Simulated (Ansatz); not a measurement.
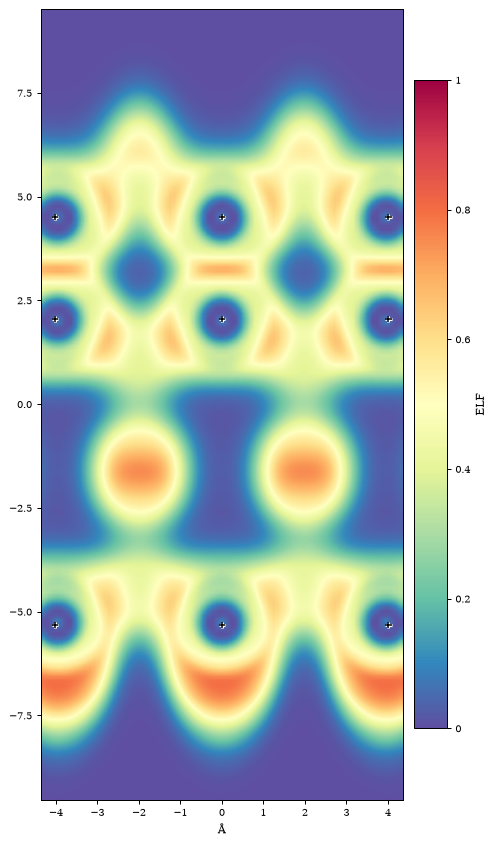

The electron localisation function on a plane through atoms (crosses mark nuclei in the plane).

These are results of DFT PBEsol, scalar-relativistic, plane waves, PAW (Ansatz), not measurements.

Candidates:
A. CdTe, a = 6.49 Å, b = 6.49 Å, c = 6.49 Å, α = 90.00°, β = 90.00°, γ = 90.00°. Space group F-43m.
B. Ge (slab), a = 4.01 Å, b = 4.01 Å, c = 25.65 Å, α = 90.00°, β = 90.00°, γ = 120.00°. Not relaxed (largest force 0.4 eV/Å).

### Which candidate gave the map?

Candidate B: Ge on the (100) plane of the calculation cell, a cut from vacuum to vacuum, which holds Ge. Ge–Ge (2.46 Å): the ELF peaks at about 0.70 between the atoms.
